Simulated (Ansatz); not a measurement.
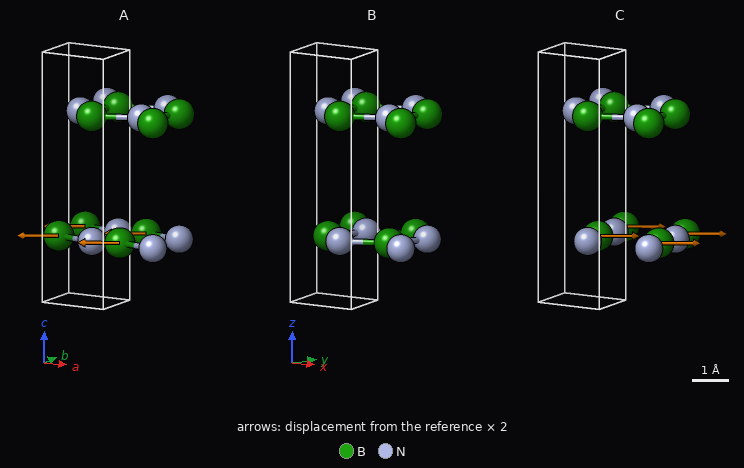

Frames of a one-coordinate scan of a crystal of BN (P6_3/mmc). The picture is a ball-and-stick view of the cell of the calculation, repeated 2 × 2 × 1 with one cell outlined, seen slightly off an axis. Orange arrows: displacements from the reference.

The calculation used DFT PBEsol, scalar-relativistic, plane waves, PAW (Ansatz 0.2.0). Settings: plane-wave cutoff 420 eV; k-point mesh 12 × 12 × 4; occupations gaussian; smearing width 0.05 eV; no spin polarisation. Energies (free energies at the smearing named) are counted from the relaxed crystal.

**What is being scanned?**

A B atom (one in each cell of 4 atoms) is moved along Cartesian [1 1 0], all else fixed. In the frames the displacement is −0.60 Å (A), 0.00 Å (B), 0.60 Å (C). Their energies are 16.17 eV/cell, 0.00 eV/cell, 4.25 eV/cell.
